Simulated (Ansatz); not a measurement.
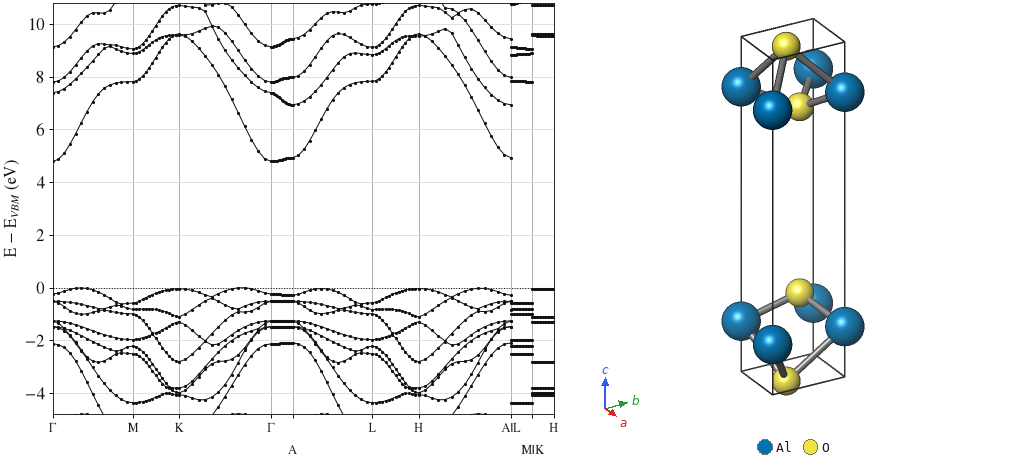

Band structure, beside the structure. Energies are counted from the top of the valence band.

Structure: Al2O3, space group P-6m2 (No. 187), 5 atoms in the cell; a = 2.884 Å, c = 9.337 Å (hexagonal axes).

Ansatz 0.2.0; PBE, Ansatz PAW, no spin polarisation, no spin-orbit coupling, 11×11×3 k mesh, 420 eV cutoff, Fermi-Dirac smearing of 0.05 eV.

> What does the band structure say about the gap?

The bands leave a gap. The gap along this path is 4.79 eV and indirect, from the valence-band top between K and Γ to the conduction-band bottom at Γ; the smallest direct gap is 5.03 eV, at Γ. At H the top valence band lies only 0.03 eV lower.

> What are the direct gaps at K, L and M?

The direct gaps are 9.61 eV at K, 8.40 eV at L and 8.40 eV at M.

> How much do the top valence band and the lowest conduction band disperse along the path?

The top valence band spans 0.6 eV and the lowest conduction band 4.8 eV.

LDA, GGA and most meta-GGA functionals understate gaps. The usual form of Al2O3 is corundum.
